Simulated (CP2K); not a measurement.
## HfN: 6 runs along one coordinate

System: HfN (Fm-3m, 2 atoms in the cell).
Method: Kohn-Sham DFT of a periodic cell, PBE, GTH-PBE with UZH-TZVP basis, no spin polarisation (CP2K 2026.2).

The 6 runs differ only in the geometry, by an even scaling of the cell at fixed fractional positions. The structure derives from an entry of the Crystallography Open Database.

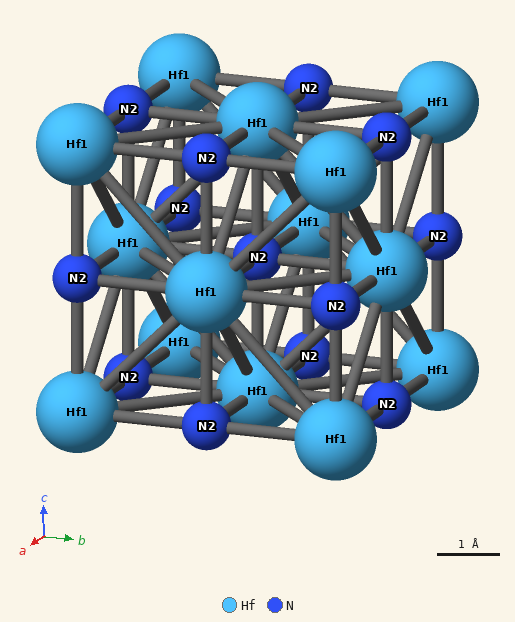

Figure 1. The structure of run 4 (ball-and-stick view of the cell 4 times as large as that of the calculation, set on its symmetry axes, seen slightly off an axis; atoms are numbered from 1 in the order of the input).

## Input of run 4
```
&GLOBAL
  PROJECT hfn_eos
  RUN_TYPE ENERGY_FORCE
  PRINT_LEVEL LOW
&END GLOBAL
&FORCE_EVAL
  METHOD QS
  STRESS_TENSOR ANALYTICAL
  &DFT
    BASIS_SET_FILE_NAME BASIS_MOLOPT_UZH
    POTENTIAL_FILE_NAME POTENTIAL_UZH
    WFN_RESTART_FILE_NAME previous-RESTART.kp
    &MGRID
      CUTOFF 450
      REL_CUTOFF 60
      NGRIDS 4
    &END MGRID
    &QS
      METHOD GPW
      EPS_DEFAULT 1.0E-10
    &END QS
    &KPOINTS
      SCHEME MONKHORST-PACK 10 10 10
      GAMMA_CENTERED T
      SYMMETRY T
      SYMMETRY_BACKEND SPGLIB
    &END KPOINTS
    &SCF
      SCF_GUESS RESTART
      EPS_SCF 1.0E-6
      MAX_SCF 100
      ADDED_MOS 13
      CHOLESKY OFF
      EPS_EIGVAL 1.0E-7
      &DIAGONALIZATION ON
        ALGORITHM STANDARD
      &END DIAGONALIZATION
      &MIXING ON
        METHOD BROYDEN_MIXING
        ALPHA 0.4
        BETA 1.5
        NBUFFER 8
      &END MIXING
      &SMEAR ON
        METHOD FERMI_DIRAC
        ELECTRONIC_TEMPERATURE 580.23
      &END SMEAR
    &END SCF
    &XC
      &XC_FUNCTIONAL PBE
      &END XC_FUNCTIONAL
    &END XC
    &PRINT
      &KPOINTS ON
      &END KPOINTS
      &MULLIKEN ON
      &END MULLIKEN
      &MO ON
        ENERGIES T
        OCCUPATION_NUMBERS T
        &EACH
          QS_SCF 0
        &END EACH
        ADD_LAST NUMERIC
      &END MO
    &END PRINT
  &END DFT
  &SUBSYS
    &CELL
      A 3.2115953250 0.0000000000 0.0000000000
      B 1.6057976626 2.7813231382 0.0000000000
      C 1.6057976626 0.9271077127 2.6222566022
      PERIODIC XYZ
    &END CELL
    &COORD
      SCALED
      Hf  0.0000000000 0.0000000000 0.0000000000
      N   0.5000000000 0.5000000000 0.5000000000
    &END COORD
    &KIND Hf
      BASIS_SET TZVP-MOLOPT-PBE-GTH-q12
      POTENTIAL GTH-PBE-q12
    &END KIND
    &KIND N
      BASIS_SET TZVP-MOLOPT-PBE-GTH-q5
      POTENTIAL GTH-PBE-q5
    &END KIND
    &PRINT
      &ATOMIC_COORDINATES ON
      &END ATOMIC_COORDINATES
      &CELL ON
      &END CELL
    &END PRINT
  &END SUBSYS
  &PRINT
    &FORCES ON
    &END FORCES
    &STRESS_TENSOR ON
    &END STRESS_TENSOR
  &END PRINT
&END FORCE_EVAL
```

Command:
```bash
OMP_NUM_THREADS=1 cp2k.psmp -i hfn_eos.inp -o hfn_eos.out
```

Lattice vectors (Å) and fractional positions of run 4:
```
   3.211595    0.000000    0.000000
   1.605798    2.781323    0.000000
   1.605798    0.927108    2.622257
Hf  0.000000  0.000000  0.000000
N   0.500000  0.500000  0.500000
```

Run 2 differs from it as follows:
```diff
-      A 3.2115953250 0.0000000000 0.0000000000
-      B 1.6057976626 2.7813231382 0.0000000000
-      C 1.6057976626 0.9271077127 2.6222566022
+      A 3.1473461082 0.0000000000 0.0000000000
+      B 1.5736730542 2.7256816843 0.0000000000
+      C 1.5736730542 0.9085605614 2.5697973364
```

## Results, with one run withheld

```tsv
run	volume per atom (Å³)	free energy per atom, from the lowest run given (meV)	pressure (GPa)
1	10.793	47.83	21.62
2	11.023	?	?
3	11.252	6.23	7.92
4	11.712	0.00	−3.19
5	11.941	8.02	−7.92
6	12.171	22.47	−12.19
```

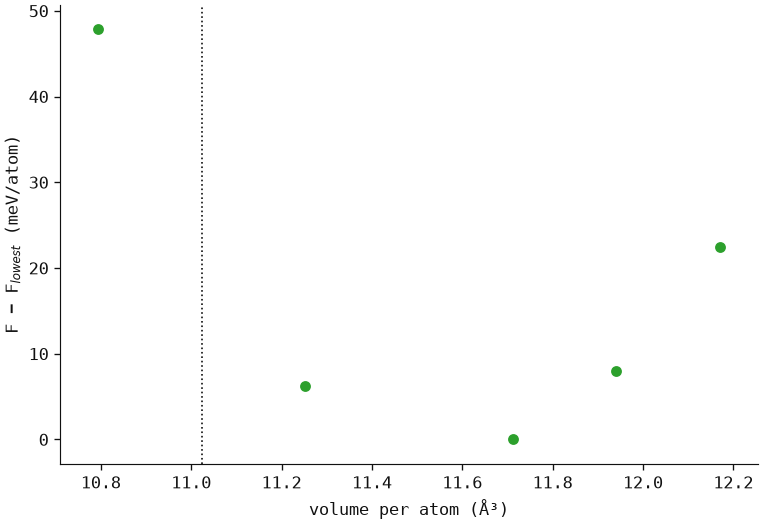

Figure 2. Free energy per atom of the runs given; the dotted line marks run 2.

Estimate the energy of run 2 from the others.

A cubic polynomial in V^(−2/3) (the Birch–Murnaghan form), fitted to the 5 runs given, misses them by at most 0.01 meV per atom. With x = V^(−2/3) − 0.19564 Å⁻², it reads F = −1.4107 + 171.12 x + 5.6957e+05 x² + 4.4805e+05 x³ (meV per atom). At run 2 it gives 22.08 meV per atom, and the run itself gives 22.14. The slope of the fit gives a pressure −dF/dV of 14.39 GPa there, and the run prints 14.40 GPa. The fit has its minimum at 11.569 Å³ per atom, where V d²F/dV² gives 268 GPa: the bulk modulus at this level, since symmetry fixes the shape and the positions.

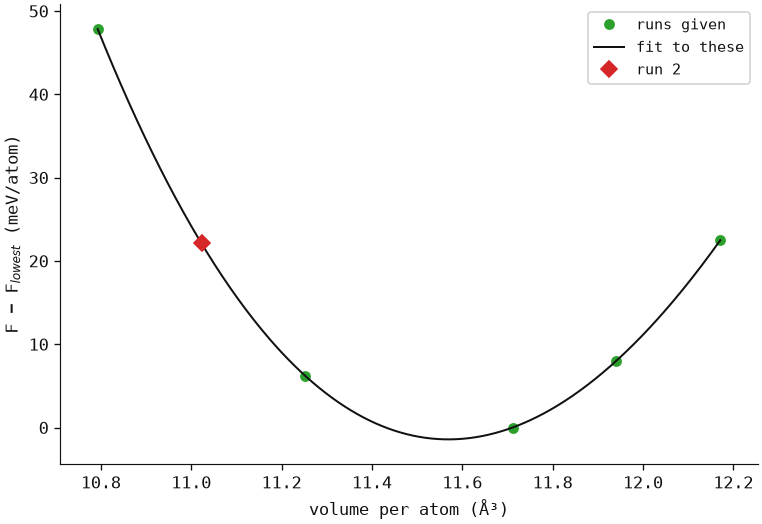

Figure 3. The fit and the withheld run.

## Some lines of the output (run 2)
```
[...]
 CELL| Volume [angstrom^3]:                                            22.045427
 CELL_REF| Volume [angstrom^3]:                                        22.045427
                        Smear method:                                FERMI_DIRAC
  Step     Update method      Time    Convergence         Total energy    Change
  Fermi energy:                                                 0.54867267160841
  Total energy:                                               -59.37467196767932
  Total energy (extrapolated to T->0):                        -59.37455501466510
 MO| E(Fermi):            0.548673 a.u.         14.930143 eV
 MO| Band gap:            0.256973 a.u.          6.992604 eV
 MO| Band gap:            0.290545 a.u.          7.906142 eV
 MO| Band gap:            0.285764 a.u.          7.776040 eV
 MO| Band gap:            0.249808 a.u.          6.797618 eV
```

Notes: Spin–orbit coupling is left out, which matters for Hf. The cell holds an odd number of electrons but the run has no spin polarisation, so it comes out as a metal.
